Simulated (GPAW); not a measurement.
# SiC (Moissanite): optical spectrum from first principles

Aim: the dielectric function of SiC (Moissanite), and the optical constants that follow from it.

Method: DFT, PBE, plane-wave PAW (GPAW data sets), scalar-relativistic, RPA, optical limit, in GPAW 26.7.0.

**1. Starting point**

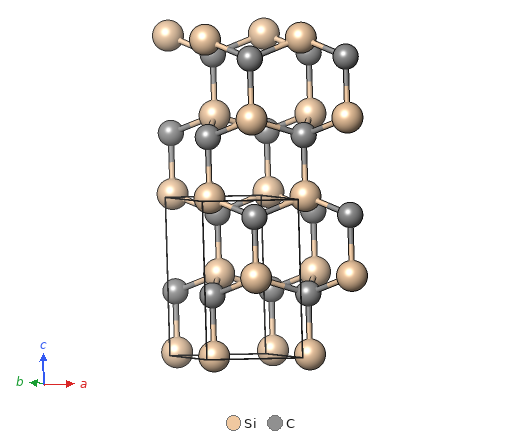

The starting structure, seen from a free direction (silicon light orange, carbon grey). 2×2×2 cells are drawn. Some periodic images of atoms are drawn too.

**2. Ground state**

The self-consistent density comes first; it also tells whether there is a gap, which decides the occupations and the need for a Drude term.

This step: DFT, PBE, plane-wave PAW (GPAW data sets), scalar-relativistic, ground state (GPAW 26.7.0).

Input file gs.py:

```python
from ase import Atoms
from ase.dft.bandgap import bandgap
from gpaw import GPAW, PW, FermiDirac

atoms = Atoms(['Si', 'Si', 'C', 'C'],
              cell=[[3.075999999976, 0.000000000000, 0.000000000000],
                    [-1.537999999988, 2.663894142020, 0.000000000000],
                    [0.000000000000, 0.000000000000, 5.048000000000]],
              scaled_positions=[[0.666666666667, 0.333333333333, 0.500000000000],
                                [0.333333333333, 0.666666666667, 0.000000000000],
                                [0.666666666667, 0.333333333333, 0.885000000000],
                                [0.333333333333, 0.666666666667, 0.385000000000]],
              pbc=[True, True, True])
atoms.calc = GPAW(mode=PW(500), xc='PBE', kpts={'size': (8, 8, 5), 'gamma': True},
                  occupations=FermiDirac(0.05), maxiter=150, txt='gs.txt')
print('energy (eV)', atoms.get_potential_energy())
print('Fermi level (eV)', atoms.calc.get_fermi_level())
print('valence electrons', atoms.calc.get_number_of_electrons())
print('gap (eV)', bandgap(atoms.calc, output=None)[0])
print('direct gap (eV)', bandgap(atoms.calc, direct=True, output=None)[0])
atoms.calc.write('gs.gpw')
```

Launch:

```bash
> OMP_NUM_THREADS=1 python gs.py
```

Numbers of over 12 decimals in the logs are rounded to 6 here.

Output:

```text
__  _  _
 | _ |_)|_||  |
 |__||  | ||/\| - 26.7.0

Versions:
  Python: 3.12.14
  ASE:    3.29.0
  Numpy:  2.5.5
  Scipy:  1.18.1
  Libxc:  7.0.0

Input parameters:
  mode=PW(ecut=500.0),
  kpts=MonkhorstPack(size=(8, 8, 5), gamma=True),
  maxiter=150,
  occupations=Occupations(name='fermi-dirac', width=0.05, fixmagmom=False),
  xc=XC(name='PBE')

Diagonalizing LCAO Hamiltonian
Converting LCAO to pw mode

           C

           Si
        C

        Si

Atoms  # Å, Bohr magnetons
|   | symbol |         x |        y |        z |    initial magnetic moments |
| 0 |     Si |  1.538000 | 0.887965 | 2.524000 | ( 0.0000,  0.0000,  0.0000) |
| 1 |     Si | -0.000000 | 1.775929 | 0.000000 | ( 0.0000,  0.0000,  0.0000) |
| 2 |      C |  1.538000 | 0.887965 | 4.467480 | ( 0.0000,  0.0000,  0.0000) |
| 3 |      C | -0.000000 | 1.775929 | 1.943480 | ( 0.0000,  0.0000,  0.0000) |

Unit cell  # Å
| periodic |         x |        y |        z |  lengths |     angles |
|      yes |  3.076000 | 0.000000 | 0.000000 | 3.076000 |  90.000000 |
|      yes | -1.538000 | 2.663894 | 0.000000 | 3.076000 |  90.000000 |
|      yes |  0.000000 | 0.000000 | 5.048000 | 5.048000 | 120.000000 |

Number of symmetries: 6
Symmetry operations  # r_c * U_cc + t_c -> r_c
|   | kind |            matrix            |
| 0 |  σ   |  1, 1, 0,  0,-1, 0,  0, 0, 1 |
| 1 |  E   |  1, 0, 0,  0, 1, 0,  0, 0, 1 |
| 2 |  C3  |  0, 1, 0, -1,-1, 0,  0, 0, 1 |
| 3 |  σ   |  0,-1, 0, -1, 0, 0,  0, 0, 1 |
| 4 |  σ   | -1, 0, 0,  1, 1, 0,  0, 0, 1 |
| 5 |  C3  | -1,-1, 0,  1, 0, 0,  0, 0, 1 |

BZ-sampling:
  Number of BZ points: 320
  Number of IBZ points: 40

  Monkhorst-Pack size: [8, 8, 5]
  Monkhorst-Pack shift: [0.0625, 0.0625, 0.0]

K-points  # in reciprocal-cell coordinates
|     |                                coordinates |     weight |
|   0 | (  0.00000000,   0.00000000,   0.00000000) | 0.00312500 |
|   1 | (  0.00000000,   0.00000000,   0.20000000) | 0.00625000 |
|   2 | (  0.00000000,   0.00000000,   0.40000000) | 0.00625000 |
|   3 | (  0.12500000,   0.00000000,  -0.40000000) | 0.01875000 |
|   4 | (  0.12500000,   0.00000000,  -0.20000000) | 0.01875000 |
|   5 | (  0.12500000,   0.00000000,   0.00000000) | 0.01875000 |
|   6 | (  0.12500000,   0.00000000,   0.20000000) | 0.01875000 |
|   7 | (  0.12500000,   0.00000000,   0.40000000) | 0.01875000 |
|   8 | (  0.25000000,  -0.12500000,   0.00000000) | 0.01875000 |
|   9 | (  0.25000000,  -0.12500000,   0.20000000) | 0.03750000 |
| ... |                                            |            |
|  39 | (  0.50000000,   0.50000000,   0.40000000) | 0.01875000 |

Plane wave coefficients: 1099
Cutoff: 500.0 eV

Spin-components: 1 (collinear spins)
Bands:           14
Projectors:      20
Spin-degeneracy: 2
Datatype:        complex128

Parallelization:
  kpt:    1
  domain: 1
  band:   1

Density:
  Valence electrons: 16.0
  Components: 1
  Grid points: [16 16 27]
  Charge: 0.0  # |e|

Potential:
  Grid points: [16 16 27]

species:
  Si:
    name:    Silicon
    id:
    Z:       14.0
    valence: 4
    core:    10
    charge:  0.0  # [|e|]
    compensation charges:
      type: gauss
      rc: 0.33  # [Å]
      lmax: 2
    cutoffs:
      filter: 1.86  # [Å]
      core: 2.06  # [Å]
    projectors
    | kind |    occ | energy [eV] | rcut [Å] |
    |   3s |  2.000 |     -10.812 |    1.058 |
    |   3p |  2.000 |      -4.081 |    1.058 |
    |    s |        |      16.399 |    1.058 |
    |    p |        |      23.130 |    1.058 |
    |    d |        |       0.000 |    1.058 |

    Using partial waves for Si as LCAO basis

  C:
    name:    Carbon
    id:
    Z:       6.0
    valence: 4
    core:    2
    charge:  0.0  # [|e|]
    compensation charges:
      type: gauss
      rc: 0.20  # [Å]
      lmax: 2
    cutoffs:
      filter: 1.14  # [Å]
      core: 1.14  # [Å]
    projectors
    | kind |    occ | energy [eV] | rcut [Å] |
    |   2s |  2.000 |     -13.751 |    0.635 |
    |   2p |  2.000 |      -5.284 |    0.635 |
    |    s |        |      13.461 |    0.635 |
    |    p |        |      21.927 |    0.635 |
    |    d |        |       0.000 |    0.635 |

    Using partial waves for C as LCAO basis

Reference energy: -17827.944731  # eV

eigensolver:
  PPCG
  Converge bands: occupied
  niter=2

density mixing:
  MSR1-Mixer
  Pratt-step length: 0.05
  Maximum mixing coefficient: 0.75
  Old densities: 10
  SVD Regularization: 0.005
  Good broyden scale: 1.0
  Trust region scale: 1.0
  Backstep threshold: 4.0
  History deletion threshold: 6.0
  Fourier metric: weight=20.0, sigma=0.015

occupation numbers:
  Fermi-Dirac:
    width: 0.0500  # eV

poisson solver:
  ecut: 4000.0  # eV

xc functional:
  name: PBE with 2 nearest neighbor stencil

convergence criteria:
- Maximum [total energy] change in last 3 cyles: 0.0005 eV / valence electron
- Maximum integral of absolute [dens]ity change: 0.0001 electrons / valence electron
- Maximum integral of absolute [eigenst]ate change: 4e-08 eV^2 / valence electron
maximum number of iterations: 150

SCF iterations
|iter     |      energy | eigst |  dens |
|iter:   1||  -33.139500 | -0.14 |       |
|iter:   2||  -32.389460 | -2.08 | -0.56 |
|iter:   3||  -29.862488 | -0.68 | -0.61 |
|iter:   4||  -29.874655 | -2.74 | -1.32 |
|iter:   5||  -29.881134 | -3.39 | -1.68 |
|iter:   6||  -29.881268c| -5.20 | -2.67 |
|iter:   7||  -29.881277c| -6.54 | -3.28 |
|iter:   8||  -29.881277c| -8.02c| -4.13c|

Converged in 8 steps
SCF loop duration: 7.294 s (0.912 s/step)
Energy contributions relative to reference atoms: (reference = -17827.944731)

Energy contributions:
  Kinetic:          32.573323
  Coulomb:         -27.252902
  Zero:             -0.049349
  External:          0.000000
  Xc:              -35.152349
  Entropy:          -0.000000
  Spinorbit:         0.000000
  ----------------------------
  Free energy:     -29.881277
  Extrapolated:    -29.881277

dipole moment: (0.000010, -0.000009, -8.909883)  # |e|*Ang

Fermi level: 10.005
Eigenvalues  # (at kpt = [0.000, 0.000, 0.000])
| band index |      eig [eV] | occ [0-2] |
|          0 |        -7.183 |     2.000 |
|          1 |        -3.678 |     2.000 |
|          2 |        -0.151 |     2.000 |
|          3 |         6.992 |     2.000 |
|          4 |         6.992 |     2.000 |
|          5 |         8.277 |     2.000 |
|          6 |         8.277 |     2.000 |
|          7 |         8.553 |     2.000 |
|          8 |        13.177 |     0.000 |
|          9 |        14.598 |     0.000 |
|         10 |        15.047 |     0.000 |
|         11 |        15.047 |     0.000 |
|         12 |        16.104 |     0.000 |
|         13 |        17.246 |     0.000 |

Gap: 2.571 eV
Transition (v -> c):
  (s=0, k=0, n=7, [0.00, 0.00, 0.00]) -> (s=0, k=26, n=8, [0.38, 0.38, 0.00])
Direct/indirect transitions are different
Direct gap: 4.070 eV
Transition at: (s=0, k=37, n=7, [0.50, 0.50, 0.00])

--- standard output ---
energy (eV) -29.881277
Fermi level (eV) 10.004824
valence electrons 16.0
gap (eV) 2.571216
direct gap (eV) 4.069514
```

The job ended after 9.1 s (1 thread of Arm Neoverse V1, shared host; peak memory 0.14 GiB).

Numbers from this step:

* energy: -29.88 eV
* Fermi energy: 10.00 eV
* gap on the k-mesh: 2.571 eV
* direct gap on the mesh: 4.070 eV
* electrons: 16

There is a gap, 2.57 eV on this mesh (points off the mesh can give less), so no carriers' term is needed.

**3. Bands for the response**

At the fixed density, many empty bands are solved on the mesh of the response, since the spectrum sums over them.

This step: DFT, PBE, plane-wave PAW (GPAW data sets), scalar-relativistic, bands at fixed density (GPAW 26.7.0).

Input file nscf.py:

```python
from ase.dft.bandgap import bandgap
from gpaw import GPAW, FermiDirac

calc = GPAW('gs.gpw').fixed_density(kpts={'size': (12, 12, 6), 'gamma': True}, nbands=36, convergence={'bands': 30},
                                    occupations=FermiDirac(0.001), txt='nscf.txt')
print('gap (eV)', bandgap(calc, output=None)[0])
print('direct gap (eV)', bandgap(calc, direct=True, output=None)[0])
print('top band over the Fermi level (eV)', min(calc.get_eigenvalues(kpt=k)[29] for k in range(len(calc.get_ibz_k_points()))) - calc.get_fermi_level())
calc.write('full.gpw', mode='all')
```

Launch:

```bash
> OMP_NUM_THREADS=1 python nscf.py
```

Output:

```text
Diagonalizing LCAO Hamiltonian
Converting LCAO to pw mode
convergence criteria:
- Maximum integral of absolute [eigenst]ate change: 4e-08 eV^2 / valence electron
maximum number of iterations: 150

SCF iterations
|iter     |      energy | eigst |  dens |
|iter:   1||             | +3.01 |       |
|iter:   2||             | +1.45 |       |
|iter:   3||             | +0.03 |       |
|iter:   4||             | -1.05 |       |
|iter:   5||             | -2.22 |       |
|iter:   6||             | -3.12 |       |
|iter:   7||             | -4.10 |       |
|iter:   8||             | -4.94 |       |
|iter:   9||             | -5.67 |       |
|iter:  10||             | -6.26 |       |
|iter:  11||             | -6.73 |       |
|iter:  12||             | -7.24 |       |
|iter:  13||             | -7.68c|       |
SCF steps: 13
  __  _  _
 | _ |_)|_||  |
 |__||  | ||/\| - 26.7.0

Versions:
  Python: 3.12.14
  ASE:    3.29.0
  Numpy:  2.5.5
  Scipy:  1.18.1
  Libxc:  7.0.0

Input parameters:
  mode=PW(ecut=500.0),
  convergence={'bands': 30},
  gpts=array([16, 16, 27]),
  kpts=MonkhorstPack(size=(12, 12, 6), gamma=True),
  maxiter=150,
  nbands=36,
  occupations=Occupations(name='fermi-dirac', width=0.001, fixmagmom=False),
  parallel={},
  xc=XC(name='PBE')

--- standard output ---
gap (eV) 2.315038
direct gap (eV) 4.069514
top band over the Fermi level (eV) 24.595652
```

Wall time 67 s (1 thread); peak memory 0.22 GiB.

Read-outs, printed or worked out from the files:

```
gap on the k-mesh : 2.315 eV
```

**4. Dielectric function, RPA**

Local fields let the induced charge screen the field inside the cell, which as a rule lowers ε, most along directions where the density is uneven.

This step: DFT, PBE, plane-wave PAW (GPAW data sets), scalar-relativistic, RPA, optical limit (GPAW 26.7.0).

Input file df.py:

```python
from gpaw.response.df import DielectricFunction

df = DielectricFunction('full.gpw', frequencies={'type': 'nonlinear', 'domega0': 0.03, 'omega2': 8},
                        ecut=60,
                        eta=0.1,
                        nbands=30,
                        txt='df.txt')
for direction in ['x', 'z']:
    df.get_dielectric_function(xc='RPA', direction=direction, filename=f'df_{direction}.csv')
```

Launch:

```bash
> OMP_NUM_THREADS=1 python df.py
```

Output:

```text
Using integrator: PointIntegrator
NonLinearFrequencyDescriptor(from 0.000 to 45.857 eV, 454 points)
Nonperiodic BCs:  [False False False]
Using integrator: PointIntegrator
NonLinearFrequencyDescriptor(from 0.000 to 45.857 eV, 454 points)
Nonperiodic BCs:  [False False False]

Calculating chi0 body with:
    Ground state adapter containing:
    Number of spins: 1
    Number of kpoints: 864
    Number of irreducible kpoints: 100
    Number of completely occupied states: 8
    Number of partially occupied states: 8

    Linear response parametrization:
    q_c: [0.0, 0.0, 0.0]
    Number of frequency points: 454
    Planewave cutoff: 60.0
    Number of bands: 30
    Number of planewaves: 37
    Broadening (eta): 0.1

Integrating chi0 body.

Symmetries of q_c:
    Direct symmetries (Uq -> q): 6
    Indirect symmetries (TUq -> q): 6
In total 12 allowed symmetries.

100 groups of equivalent kpoints. 88.425926% reduction.

Integral kind: spectral function

Calculating chi0 optical extensions with:
    Ground state adapter containing:
    Number of spins: 1
    Number of kpoints: 864
    Number of irreducible kpoints: 100
    Number of completely occupied states: 8
    Number of partially occupied states: 8

    Linear response parametrization:
    Number of frequency points: 454
    Planewave cutoff: 60.0
    Number of bands: 30
    Number of planewaves: 37
    Broadening (eta): 0.1
Integrating chi0 head and wings.

Symmetries of q_c:
    Direct symmetries (Uq -> q): 6
    Indirect symmetries (TUq -> q): 6
In total 12 allowed symmetries.

100 groups of equivalent kpoints. 88.425926% reduction.

Integral kind: spectral function wings
```

It took 8.1 s on 1 thread; peak memory 0.22 GiB.

This step gave:

| Quantity | Value |
| --- | --- |
| electronic dielectric constant ε∞, mean over x, y and z (by symmetry where fewer were run) | 6.802 |
| main peak of Im epsilon, first axis | 6.269 eV |

Some rows of df_x.csv (energy; Re and Im without local fields; Re and Im with them):

```text
0.000000, 7.020102, 0.000000, 6.612529, -0.000000
0.555532, 7.054811, 0.012592, 6.644080, 0.011446
1.143969, 7.170604, 0.027118, 6.749312, 0.024639
1.768324, 7.395238, 0.045646, 6.953334, 0.041442
2.431988, 7.780728, 0.072303, 7.303111, 0.065567
3.138794, 8.434816, 0.117204, 7.895773, 0.106118
3.893091, 9.630010, 0.215104, 8.977102, 0.194562
4.699832, 12.490459, 0.773280, 11.565916, 0.710204
5.564682, 17.680484, 5.174170, 15.921758, 4.526542
6.494155, 7.042860, 14.704201, 6.834621, 13.535819
7.495775, -1.719811, 14.129697, -1.047638, 13.309511
8.578281, -2.651541, 11.013400, -1.669119, 9.882338
9.751884, -3.698948, 6.577994, -2.602860, 6.187868
11.028587, -3.855606, 4.288032, -3.308321, 4.287395
12.422601, -2.800002, 1.886711, -2.454370, 2.091639
13.950874, -1.896968, 1.701869, -1.592847, 1.937124
15.633783, -1.439533, 0.931950, -1.406306, 1.153026
17.496047, -0.839731, 0.486824, -0.838826, 0.599953
19.567954, -0.460873, 0.291857, -0.471244, 0.385984
```

The Im ε has structure finer than the step of the table below, so its rows give means over 1 eV, whole bins alone (the curve runs from 0 to 21.9 eV). Peaks (eV: height): E ∥ x 6.3: 17.6, 7.3: 16.4; E ∥ z 5.1: 10.5, 6.4: 23.0, 7.6: 16.3.

Values under the direct gap are tails of Lorentzian lines. Table of Im ε by photon energy; means over each step:

```
photon energy (eV)   E ∥ x   E ∥ z
                 1  0.0215  0.0274
                 2  0.0497  0.0651
                 3  0.0987   0.139
                 4   0.237   0.434
                 5    1.96    5.81
                 6    11.9    14.6
                 7    14.7    13.8
                 8    11.0    10.9
                 9    8.90    7.92
                10    5.54    5.02
                11    4.40    3.41
                12    2.93    3.04
                13    2.21    2.25
                14    1.86    1.63
                15    1.33    1.07
                16   0.988   0.963
                17   0.706   0.638
                18   0.539   0.596
                19   0.469   0.444
                20   0.310   0.361
                21   0.242   0.351
```

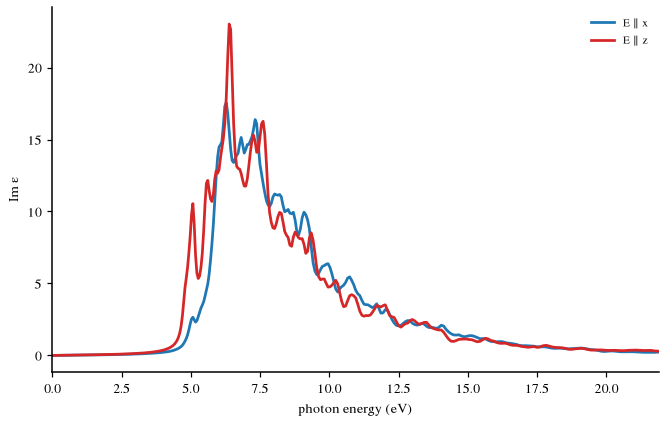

Im ε, plotted against photon energy.

[end of part 1 of 2]

[Machine, clock and banner lines and Python warnings are left out of the logs.]

[Logs are printed without paths, hosts, clocks, repeated set-up lines and the standing remarks that a program may print on its own settings, such as how far it seeks lower states.]

[Hosts, paths, dates, database ids (printed as entryN), source tags and the programs' standing remarks are cut or masked in the printed files.]
